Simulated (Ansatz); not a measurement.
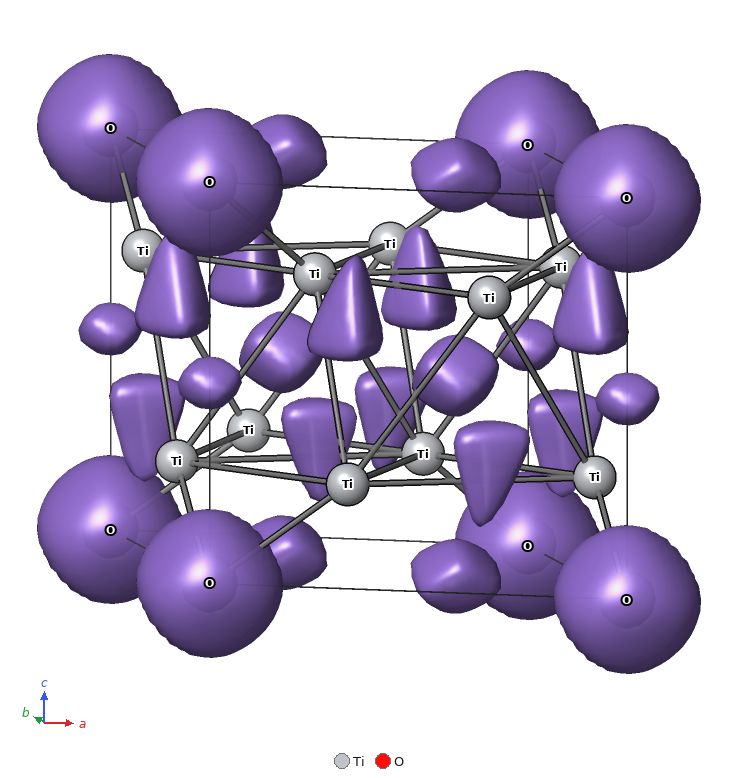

Figure 1: Ti6O. Isosurface of the ELF at 0.65 (purple), seen slightly off an axis. Only the valence region is drawn (cores and ρ < 0.01 e/Å³ removed). Sticks mark near contacts.

Space group P-31m; computed without spin polarisation.

All numbers below come from DFT r2SCAN, scalar-relativistic, plane waves, PAW (Ansatz 0.2.0).

In a PAW calculation such maps are meaningful between the atoms, not at the nuclei.

Q: What do the ELF domains correspond to?

A: At this value the surface marks out one region wrapped around O (its valence shell) and eleven pockets between the atoms, centred on no nucleus (multi-centre or interstitial), counted in one cell of 7 atoms. Any copies at cell faces, edges or corners count once. Along the contacts the grid gives the following. Ti–O (2.09 Å): the ELF peaks at about 0.80 in the valence shell of O, 0.6 Å from its nucleus, and is about 0.10 at the midpoint: no localised pair shows between them. Ti–Ti (2.83 Å): the ELF is about 0.25 at the midpoint; no shared electron pair shows on this line.
